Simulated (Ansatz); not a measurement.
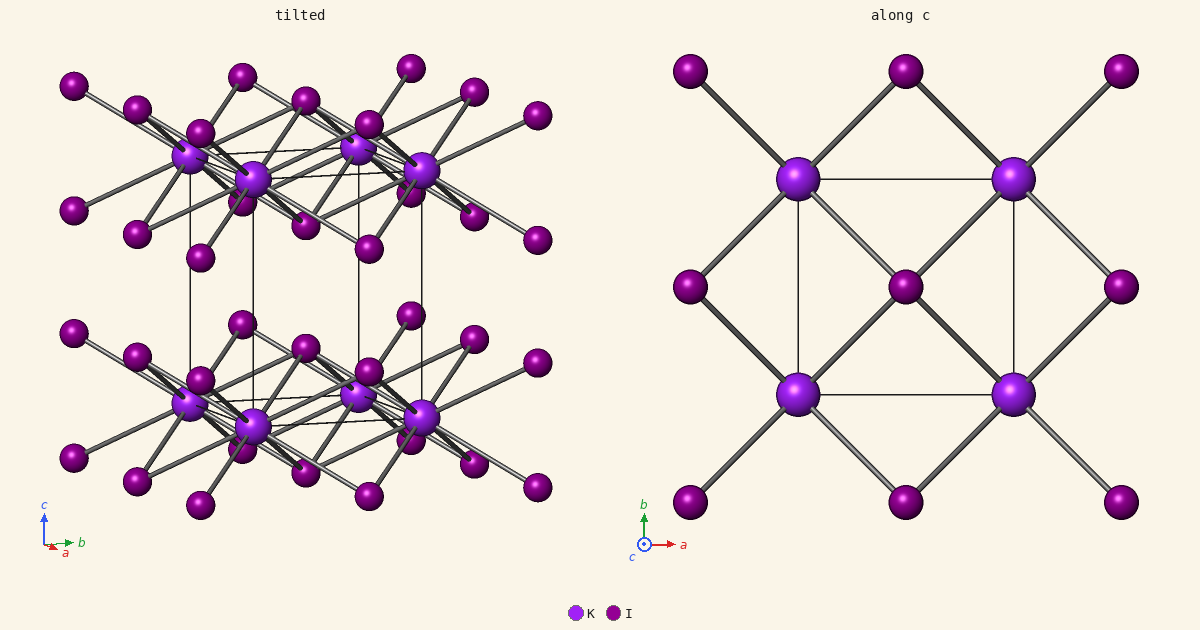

A ball-and-stick rendering, viewed slightly off an axis and along the c axis. The conventional unit cell is drawn as a box. Some neighbours outside the box are added. Cell: a = 4.71 Å, b = 4.71 Å, c = 6.54 Å, α = 90.00°, β = 90.00°, γ = 90.00°.

The cell started as a structure type filled with these elements by a generator (whether the compound takes this form wasn't checked). Earlier steps of the study may have refined or changed the cell and positions. It went into a calculation with Ansatz.

### Describe the arrangement of the atoms.

The material is KI2. Space group: P4/mmm (No. 123). Lattice: primitive tetragonal. The cell comprises 1 formula unit: 1 K, 2 I. K is linked to eight I in a distorted cubic arrangement at about 3.7 Å. Each I atom has four K at about 3.7 Å around it. The bonds build KI2 layers parallel to (001).

Level of theory and settings: Ansatz, DFT PBE, scalar-relativistic, plane waves, PAW, a 420 eV plane-wave basis, the zone sampled with 10×10×8 points, Gaussian smearing of 0.1 eV, no spin polarisation.

### Is the electronic structure metallic or gapped?

A metal: bands cross the Fermi level.

### What does a Bader analysis give?

K +0.84 e; I -0.42 e.

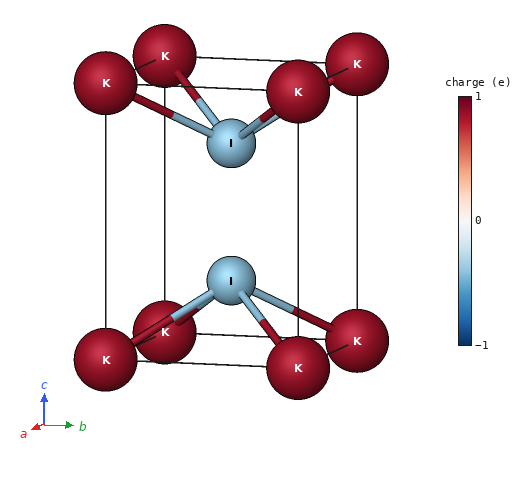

The atoms coloured by those charges. The run's cell of 3 atoms is drawn.

### Does the calculation find this structure at rest?

Yes. All forces vanish to within 0.01 eV/Å. The pressure is 0.0 GPa, close to zero.
